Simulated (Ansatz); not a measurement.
Input file:

```
crystal:
  lattice:
    - [3.1864878604, 0.0, 0.0]
    - [0.0, 3.1864878604, 0.0]
    - [0.0, 0.0, 4.4903888322]
  atoms:
    - { symbol: Al, position: [0.5, 0.5, 0.5] }
    - { symbol: Ga, position: [0.0, 0.0, 0.0] }
    - { symbol: "N", position: [0.5, 0.0, 0.7390927666] }
    - { symbol: "N", position: [0.0, 0.5, 0.2609072334] }
kpoints:
  mp_grid: { grid: [8, 8, 6] }
  band_path:
    path:
      - [0.0, 0.0, 0.0]
      - [0.0, 0.5, 0.0]
      - [0.5, 0.5, 0.0]
      - [0.0, 0.0, 0.5]
      - [0.0, 0.5, 0.5]
      - [0.5, 0.5, 0.5]
    npoints: 1
hamiltonian:
  xc: r2scan
scf:
  occupations: { method: fixed }
  n_extra_bands: 5
output:
  forces: true
  stress: true
  eigenvalues: true
  write_density: true
  write_potential: true
  elf: true
  volumetric_format: npy
```

Command:

```sh
ansatz run input.yaml --threads 4 --pin off --max-ram 4608MiB --backend cpu --events-out ev --progress --plain --runs-dir out
```

Below, planes, directions and counts refer to the conventional cell (a = 3.19 Å, b = 3.19 Å, c = 4.49 Å, α = 90.00°, β = 90.00°, γ = 90.00°).

Space group P-4m2; a structure from a database of computed crystals, not necessarily the ambient phase; started from the database structure prototype, which need not be the ambient phase; changed on purpose from its base cell (hydrostatic strain +1.5%); computed pressure about −8 GPa in this cell.

Method: DFT, r2SCAN, plane waves, PAW in Ansatz 0.2.0.

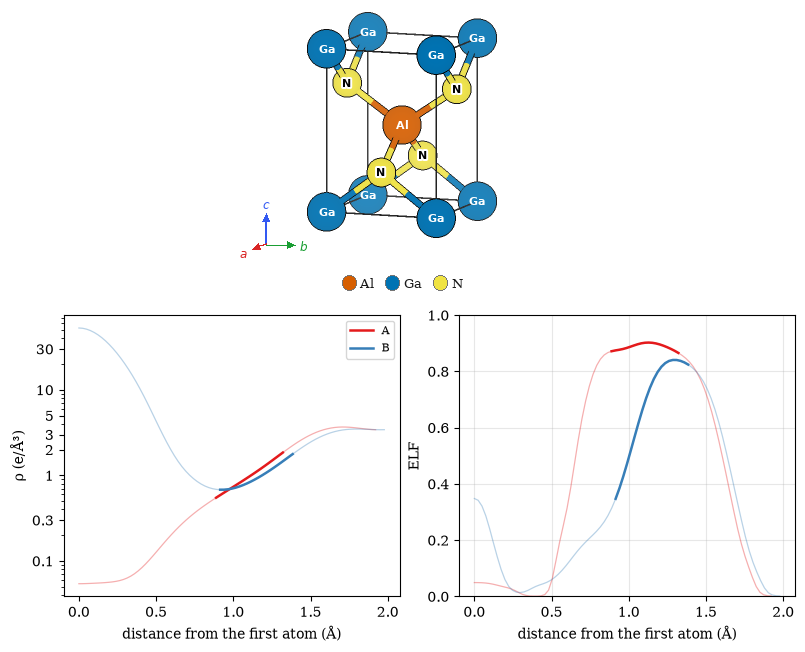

AlGaN2. Valence charge density (pseudo) and ELF along straight lines between neighbouring atoms. Thin, pale parts lie inside the atomic spheres. The structure is drawn too.

The density is the valence pseudo-density of a PAW calculation; it isn't the true density close to the nuclei.

Which curve belongs to which contact (Al–N and Ga–N)? The first atom named is at distance zero.

Answer. Curve A: Al–N (1.92 Å): ρ at the midpoint is about 0.66 e/Å³; the ELF peaks at about 0.90 between the atoms, as expected for a shared but strongly polarised pair. Curve B: Ga–N (1.98 Å): ρ at the midpoint is about 0.7 e/Å³; the ELF peaks at about 0.85 in the valence shell of N, 0.7 Å from its nucleus, and is about 0.45 at the midpoint.
